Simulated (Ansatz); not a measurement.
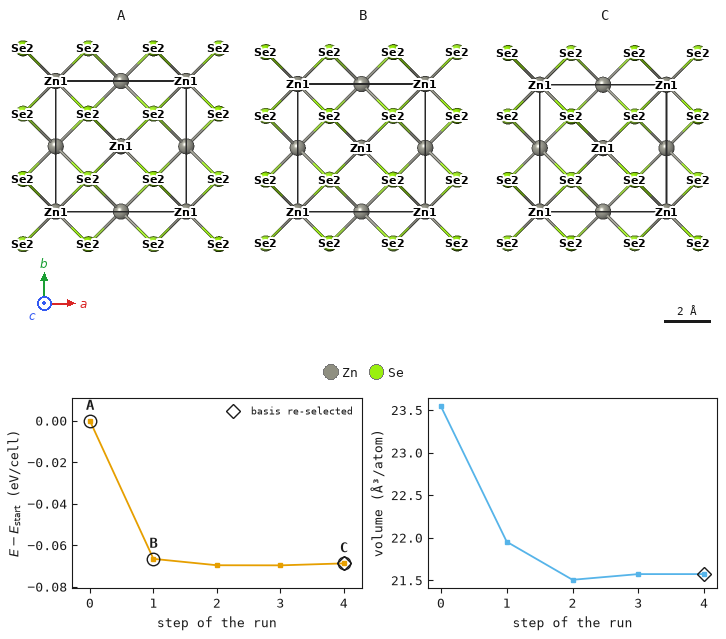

Frames of a relaxation of crystalline ZnSe (built on the zincblende type), marked on the history of the run. A ball-and-stick model of the conventional cell (4 times the calculation's cell), seen along the c axis. Lengths and directions refer to the drawn axes.

These are results of DFT, LDA, plane waves, PAW in Ansatz, not measurements.

Input
```yaml
crystal:
  lattice:
    - [0.0, 2.8661396047, 2.8661396047]
    - [2.8661396047, 0.0, 2.8661396047]
    - [2.8661396047, 2.8661396047, 0.0]
  atoms:
    - { symbol: Zn, position: [0.0, 0.0, 0.0] }
    - { symbol: Se, position: [0.25, 0.25, 0.25] }
kpoints:
  mp_grid: { grid: [8, 8, 8] }
hamiltonian:
  xc: lda
scf:
  occupations: { method: fermi_dirac, width: 0.02 }
relax:
  f_tol: 0.005
  cell: {}
```

Command:
```bash
ansatz run input.yaml --threads 4 --pin off --max-ram 7372MiB --backend cpu --events-out ev --progress --plain --runs-dir out
```

What happens along the run?

The atoms keep their places relative to the cell (all moves are under 0.005 Å). Cell: a = b = c 5.732 → 5.568 Å (−2.9 %). Volume −8.4 %. Among the contacts that change: Zn1–Se2 2.482 → 2.411 Å. The space group stays F-43m (No. 216). The energy falls by 68.7 meV per cell of the calculation in 3 accepted moves (4 points after the start). All forces vanish by symmetry, so only the cell relaxes. The pressure goes from −5.14 to −0.01 GPa. At 1 point the geometry stayed and the basis and grid were re-selected for the new cell (energy shift of 0.9 meV per cell of the calculation at most each time). From step 0 to 1: volume −6.8 %, energy −66.5 meV per cell of the calculation. From step 1 to 4: volume −1.7 %, energy −2.2 meV per cell of the calculation.

| step | E − E(0), meV/atom | pressure, GPa | volume, Å³/atom | note |
| --- | --- | --- | --- | --- |
| 0 | 0.00 | -5.14 | 23.545 |  |
| 1 | -33.24 | -1.21 | 21.955 |  |
| 2 | -34.78 | 0.22 | 21.508 |  |
| 3 | -34.81 | -0.01 | 21.575 |  |
| 4 | -34.33 | -0.01 | 21.575 | same geometry, new basis |
